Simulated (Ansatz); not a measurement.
```
Ga As
1.0
     5.32500    0.00000    0.00000
     0.00000    5.32500    0.00000
     0.00000    0.00000    5.32500
Ga As
4 4
Direct
  0.00000 0.00000 0.00000
  0.50000 0.50000 0.00000
  0.50000 0.00000 0.50000
  0.00000 0.50000 0.50000
  0.50000 0.00000 0.00000
  0.00000 0.50000 0.00000
  0.00000 0.00000 0.50000
  0.50000 0.50000 0.50000
```

Space group Fm-3m; a generated structure, not necessarily the stable one; changed on purpose from its base cell (volume × 1.000 of the coarse rest volume).

The calculation used DFT HSE06, scalar-relativistic, plane waves, PAW in Ansatz.

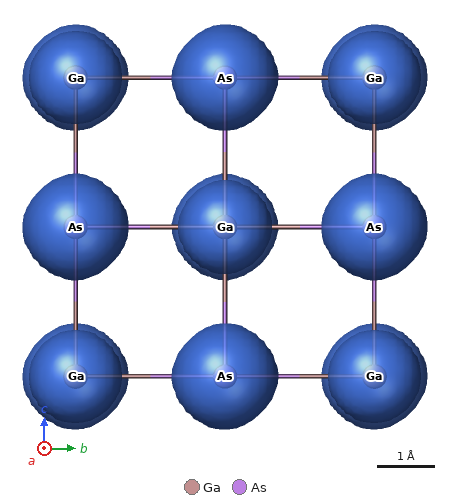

GaAs. Isosurface of the valence electron density at 0.6 e/Å³ (blue), seen along the a axis. Sticks mark near contacts.

The density is the valence pseudo-density of a PAW calculation; it isn't the true density close to the nuclei.

Question: What does this surface tell about the bonding?

Answer: At this value the density breaks into separate islands; it holds about 75 % of the electrons treated as valence (semicore included). It bridges none of the near contacts. It is pinched off along the sampled Ga–As (2.66 Å) contacts. On the grid the lowest density along these lines, outside the cores, is 0.31 e/Å³ (Ga–As, 2.66 Å).

Question: Metal or insulator at this level of theory?

Answer: It is metallic or semimetallic at this level of theory: no gap opens.
